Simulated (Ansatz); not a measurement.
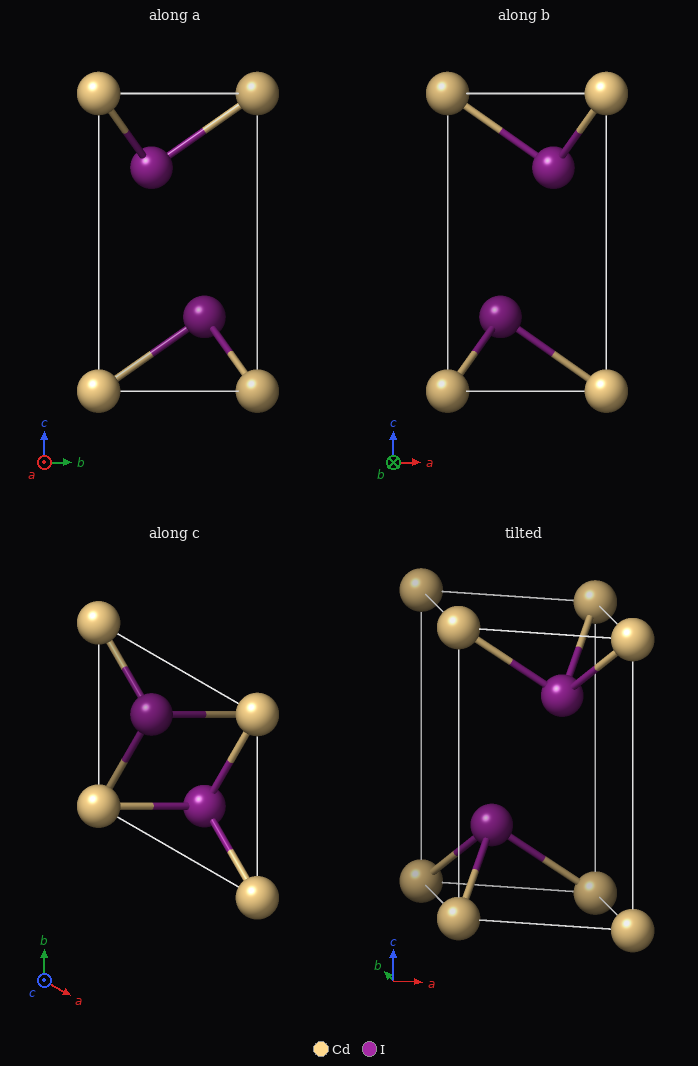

Ball-and-stick drawing of the structure, looking along the a axis, along the b axis, along the c axis and slightly off an axis. One conventional unit cell is framed, with atoms on its boundary repeated.

Lattice parameters: a = 4.2470 Å, b = 4.2470 Å, c = 6.8950 Å, α = 90.000°, β = 90.000°, γ = 120.000°.

Q: Write down what is shown as a CIF with its space group and independent sites.

A:
```cif
data_structure
_symmetry_space_group_name_H-M 'P -3 m 1'
_symmetry_Int_Tables_number 164
_cell_length_a 4.2470
_cell_length_b 4.2470
_cell_length_c 6.8950
_cell_angle_alpha 90.000
_cell_angle_beta 90.000
_cell_angle_gamma 120.000
_cell_volume 107.70
loop_
_atom_site_label
_atom_site_type_symbol
_atom_site_symmetry_multiplicity
_atom_site_Wyckoff_symbol
_atom_site_fract_x
_atom_site_fract_y
_atom_site_fract_z
_atom_site_occupancy
Cd1 Cd 1 a 0.0000 0.0000 0.0000 1
I1 I 2 d 0.3333 0.6667 0.2494 1
```

The structure was taken from a structure type filled with these elements by a generator (whether the compound takes this form wasn't checked). Earlier steps of the study may have refined or changed the cell and positions. An electronic-structure calculation with Ansatz was run on it.
